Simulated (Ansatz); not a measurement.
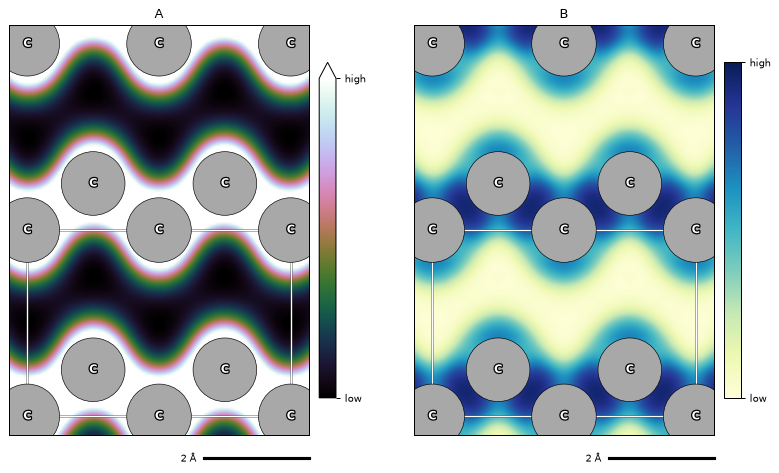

C: 2 fields on the (100) plane of the conventional cell, with unlabelled colour scales. Grey discs cover the atomic cores.

Space group Cmm2; changed on purpose from its base cell (atom 1 (C) moved +0.037 A along Cartesian [0 0 1]); not relaxed (largest force 1.7 eV/Å).

These are results of Ansatz, DFT r2SCAN, scalar-relativistic, plane waves, PAW, not measurements.

The panels show electron localisation function and valence pseudo-density in some order. Assign them.

Answer. Panel A: valence pseudo-density. Panel B: electron localisation function. From the grid: C–C (1.54 Å): the density is about 1.7 e/Å³ at the midpoint; the ELF peaks at about 0.95 between the atoms, as expected for localised, covalent bonding. C–C (1.54 Å): the density is about 1.7 e/Å³ at the midpoint; the ELF peaks at about 0.95 between the atoms, as expected for a covalent bond.
